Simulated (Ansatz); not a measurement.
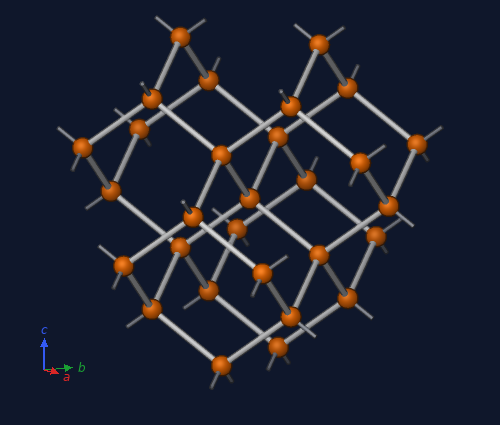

The picture shows a finite piece of the underlying net of a crystal structure, nodes on the atoms' positions. Nodes are coloured by topological kind. Edges to nodes outside the piece are drawn as stubs.

### Classify the net: periodicity, connectivity, name.

A uninodal 4-connected, three-periodic net. It is the dia net, known from diamond, zinc blende and cristobalite.

### Give point symbol and coordination sequence.

6^6, sequence 4, 12, 24, 42.

Origin of the net. System GaN (space group F-43m, No. 216); source of the atomic positions: the input geometry of an electronic-structure calculation (not necessarily at equilibrium). Bonds are taken as Ga–N below 2.2 Å. Simplification: prune 0- and 1-connected atoms, fold 2-connected ones into links. Ga and N are 4-connected nodes.
